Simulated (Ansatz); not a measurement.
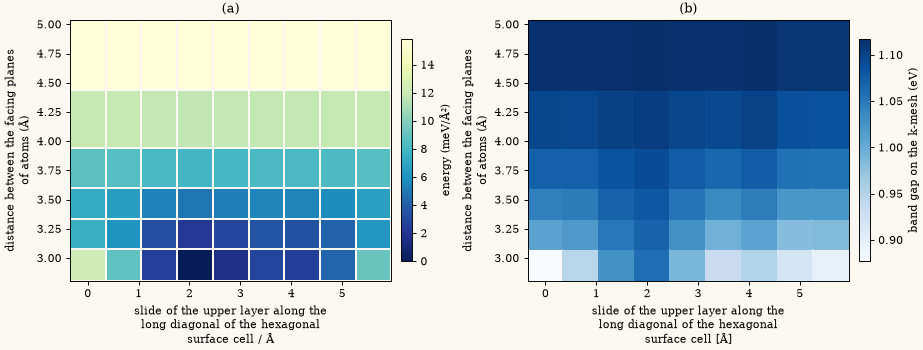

A bilayer of two ZrS₂ sheets (1T type) (6 atoms in the cell). The upper layer of a bilayer is slid along a line and lifted, both layers rigid. The first coordinate is: slide of the upper layer along the long diagonal of the hexagonal surface cell, from S4 above S3; the second: distance between the facing planes of atoms. The scan uses a 9 × 6 grid. Points are written as (first, second). All energies are given in meV/Å² relative to the lowest grid point. Computed with Ansatz, DFT PBE+D3(BJ), scalar-relativistic, plane waves, PAW. Settings: cutoff 420 eV, k-mesh 9×9×1, gaussian smearing 0.05 eV, no spin polarisation.

Panel (a) is the energy and panel (b) the computed band gap on the k-mesh on the same grid.

The picture shows one coloured cell a grid point.

Question: How does the band gap on the k-mesh vary over the map, and what is it at the lowest grid point?

Answer: It runs from 0.88 eV at (0.00 Å, 2.94 Å) to 1.12 eV at (4.21 Å, 4.74 Å). At the lowest grid point, (2.11 Å, 2.94 Å), it is 1.06 eV. That point lies on the edge of the scan.

| second ↓, first → | 0.00 | 0.70 | 1.40 | 2.11 | 2.81 | 3.51 | 4.21 | 4.92 | 5.62 |
| --- | --- | --- | --- | --- | --- | --- | --- | --- | --- |
| 4.74 | 1.12 | 1.11 | 1.12 | 1.12 | 1.11 | 1.11 | 1.12 | 1.11 | 1.11 |
| 4.14 | 1.10 | 1.10 | 1.10 | 1.10 | 1.10 | 1.09 | 1.10 | 1.09 | 1.09 |
| 3.74 | 1.07 | 1.07 | 1.08 | 1.09 | 1.08 | 1.07 | 1.08 | 1.06 | 1.06 |
| 3.46 | 1.04 | 1.05 | 1.07 | 1.08 | 1.05 | 1.03 | 1.05 | 1.02 | 1.02 |
| 3.21 | 1.01 | 1.02 | 1.05 | 1.07 | 1.03 | 0.99 | 1.01 | 0.98 | 0.98 |
| 2.94 | 0.88 | 0.95 | 1.03 | 1.06 | 0.99 | 0.93 | 0.95 | 0.92 | 0.90 |

PAW datasets: the set soft_1.
